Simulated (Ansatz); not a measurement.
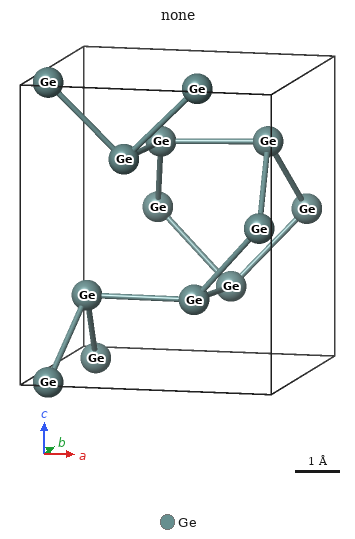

A crystal of Ge (set up in P4_32_12), relaxed (cell and atoms) with several dispersion corrections. The picture shows the result with none. The picture is a ball-and-stick view of the cell of the calculation, seen slightly off an axis.

Computed with Ansatz 0.2.0: PBEsol, Ansatz PAW. Settings: plane-wave cutoff 420 eV; k-point mesh 5 × 5 × 4; occupations fermi-dirac; smearing width 0.05 eV; no spin polarisation; cell and atoms relaxed; force threshold 0.01 eV/Å.

| dispersion correction | volume (Å³/atom) | a (Å) | c (Å) |
| --- | --- | --- | --- |
| none | 20.377 | 5.929 | 6.956 |
| D4 | ? | ? | ? |
| D3(BJ)-ATM | 19.650 | 5.874 | 6.833 |
| D3(BJ) | 19.568 | 5.868 | 6.819 |

One row is withheld. What does the calculation give there?

With D4 the volume falls between D3(BJ)-ATM (19.650) and none (20.377). The calculation gives 19.862 Å³/atom (a = 5.891 Å, c = 6.867 Å). In order of volume: D3(BJ) < D3(BJ)-ATM < D4 < none; the spread is 4.1 %.

Each member starts from this one structure; whether another phase lies lower wasn't checked.
